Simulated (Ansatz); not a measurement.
Si32C31: several calculations on one system

## 1. Relaxation

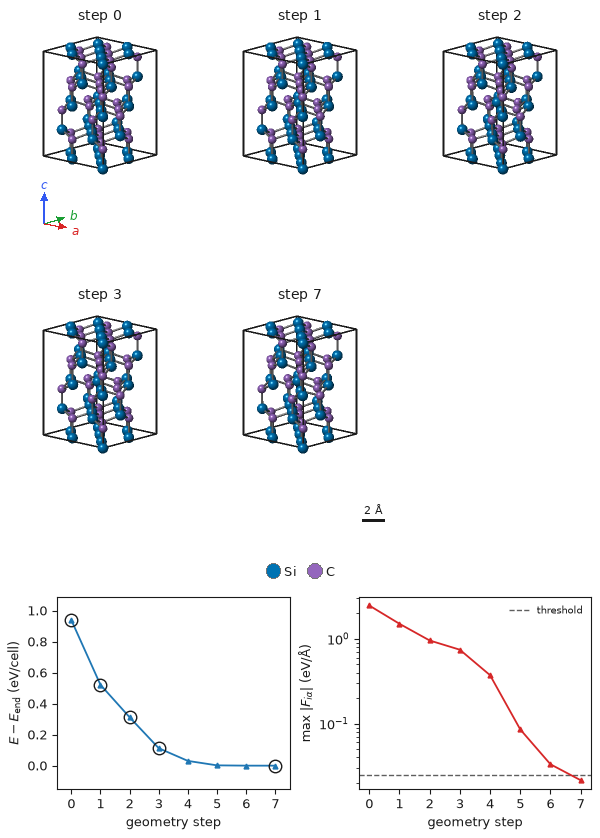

Frames of a relaxation of a defect cell of composition Si32C31, marked on the history of the run. Style: ball-and-stick. Shown: the cell of the calculation (origin shifted), from a free direction.

Case: C vacancy (site b), charge +0, atoms relaxed at the host's cell.

Theory: DFT PBE, scalar-relativistic, plane waves, PAW in Ansatz 0.2.0. Set-up: plane-wave cutoff 420 eV; k-point mesh 2 × 2 × 2; occupations gaussian; smearing width 0.01 eV; mesh shifted by (0.5, 0.5, 0.5); no spin polarisation; atoms relaxed in a fixed cell; force threshold 0.025 eV/Å; at most 45 steps.

**What happens along the run?**

The atom that moves furthest is a Si atom (0.25 Å roughly along [−3 −1 1]). By element the largest moves are Si 0.25 Å, C 0.13 Å. The cell stays as it was. Among the contacts that change: C–Si 1.997 → 1.878 Å, C–Si 1.829 → 1.941 Å, C–Si 1.773 → 1.883 Å, C–Si 1.890 → 1.988 Å. Among the angles between lasting bonds that change: C–Si–C 106.1° → 114.0°, C–Si–C 109.6° → 103.0°, Si–C–Si 107.6° → 114.2°. The energy falls by 0.939 eV per cell of the calculation in 7 geometry steps. The largest force component goes from 2.5 to 0.022 eV/Å. Cost: 2 min on 8 threads of Intel(R) Xeon(R) Processor @ 2.70GHz, on a shared host, peak memory 2.6 GiB. From step 0 to 1: a Si atom moves most (0.10 Å), energy −0.418 eV per cell of the calculation. From step 1 to 2: a Si atom moves most (0.19 Å), energy −0.209 eV per cell of the calculation. From step 2 to 3: a Si atom moves most (0.08 Å), energy −0.200 eV per cell of the calculation. From step 3 to 7: a Si atom moves most (0.11 Å), energy −0.113 eV per cell of the calculation.

Limits of the set-up: the periodic images lie only 8.2 Å apart, so the values are limited by the cell's size.

## 2. Relaxation

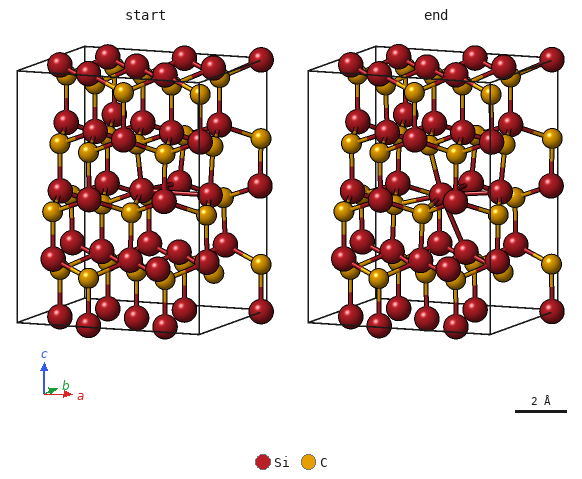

The structure of a defect cell of composition Si32C31 (cell charge −2) before (left) and after (right) a relaxation, at one scale.

A ball-and-stick model of the cell of the calculation (origin shifted), seen slightly off an axis.

Case: C vacancy (site b), charge -2, atoms relaxed at the host's cell.

Computed with DFT PBE, scalar-relativistic, plane waves, PAW (Ansatz). Settings: plane-wave cutoff 420 eV; k-point mesh 2 × 2 × 2; occupations gaussian; smearing width 0.01 eV; mesh shifted by (0.5, 0.5, 0.5); no spin polarisation; atoms relaxed in a fixed cell; force threshold 0.025 eV/Å; at most 45 steps.

Question: What changed between the two?

Answer: The energy falls by 0.499 eV per cell of the calculation in 7 geometry steps. Largest force component: 1.1 eV/Å at the start, 0.021 eV/Å at the end. The largest move is that of a Si atom, 0.40 Å along [3 1 −1]. By element the largest moves are Si 0.40 Å, C 0.10 Å. The lattice vectors keep their values. Among the contacts that change: Si–Si 2.950 → 2.566 Å, Si–Si 2.828 → 2.463 Å, C–Si 1.923 → 2.154 Å, C–Si 1.926 → 2.104 Å. Among the angles between lasting bonds that change: Si–Si–C 150.9° → 169.0°, C–Si–C 108.1° → 93.1°, Si–Si–C 141.9° → 132.7°.

Limits of the set-up: the periodic images lie only 8.2 Å apart, so the values are limited by the cell's size; the cell is charged, on a uniform background, and energies carry no finite-size correction.

## 3. Defect

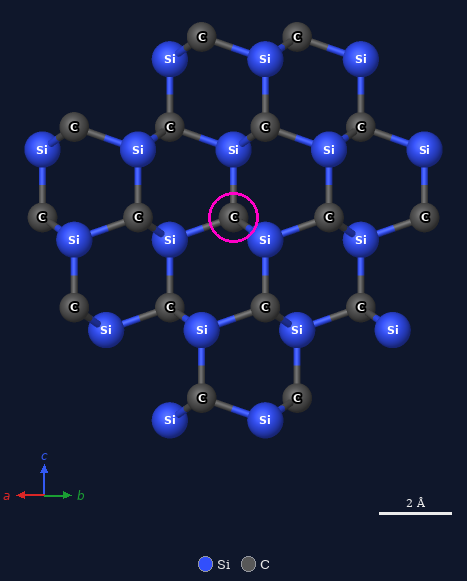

Perfect SiC. A ball-and-stick model of the atoms within 6.0 Å of one point, in a slice 3.4 Å thick across the line of sight, seen along [110].

Level of theory: Ansatz 0.2.0, DFT PBE, scalar-relativistic, plane waves, PAW. (plane-wave cutoff 420 eV; k-point mesh 2 × 2 × 2; occupations gaussian; smearing width 0.01 eV; mesh shifted by (0.5, 0.5, 0.5); no spin polarisation) The cell is small and the k-mesh coarse, so the numbers are rough. The axes drawn are those of the host's conventional cell.

A carbon atom is taken out (a vacancy) at the ringed place, in charge state 0. The supercell has 64 sites, and the atoms are relaxed at the host's cell.

Question: How do the neighbours respond?

Answer: Around the empty C site the host had 4 Si at 1.89 to 1.90 Å; after relaxation the nearest atoms are 4 Si at 1.79 to 1.87 Å. Of the host's atoms, a silicon atom moves furthest from its site, by 0.22 Å.

The relaxed defect, seen from the same direction:

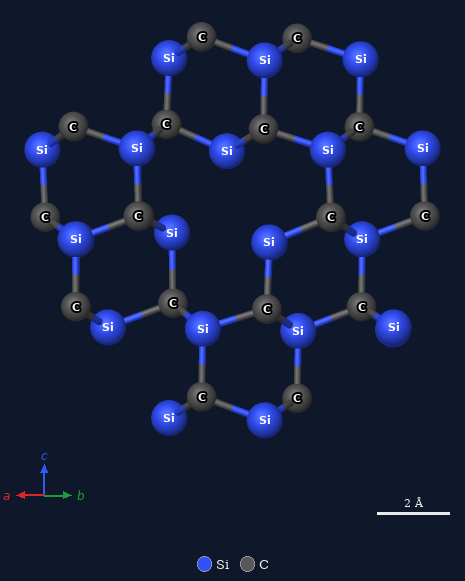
